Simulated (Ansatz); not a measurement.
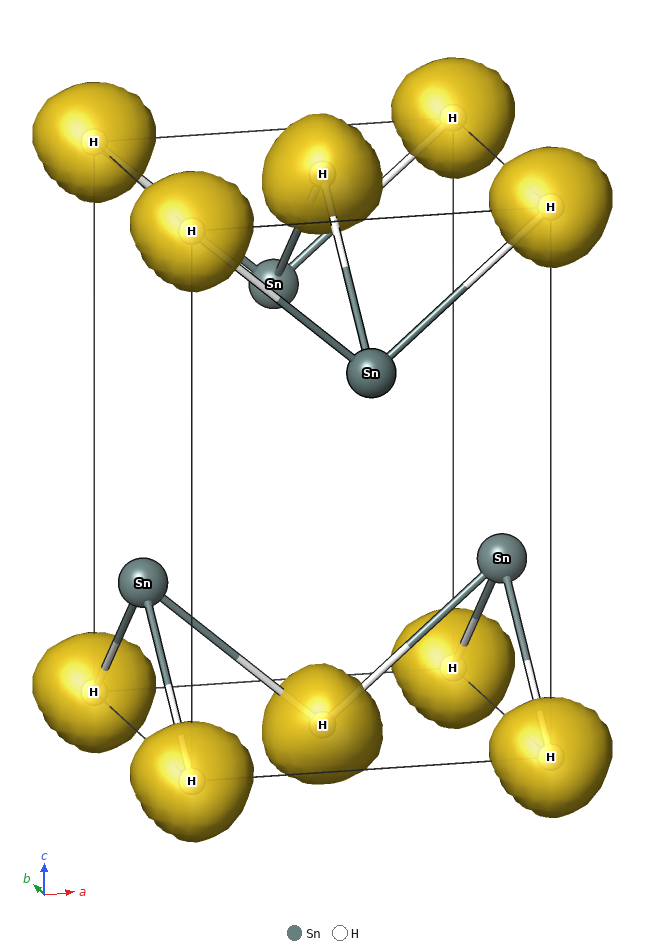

The picture shows: SnH. Isosurface of the ELF at 0.9 (yellow), seen slightly off an axis. Only the valence region is drawn (cores and ρ < 0.01 e/Å³ removed). Sticks mark near contacts.

Space group P4/nmm; started from the litharge_129 prototype, which need not be the ambient phase.

All numbers below come from DFT PBE, scalar-relativistic, plane waves, PAW in Ansatz 0.2.0.

What do the ELF domains correspond to?

Answer. At this value the surface marks out two regions around hydrogen nuclei, counted in one cell of 4 atoms. Any copies at cell faces, edges or corners count once.

Values along the shortest contacts:
Sn–H (2.30 Å): the ELF climbs to about 1 towards the hydrogen.

Metal or insulator at this level of theory?

Answer. It is metallic or semimetallic at this level of theory: no gap opens.
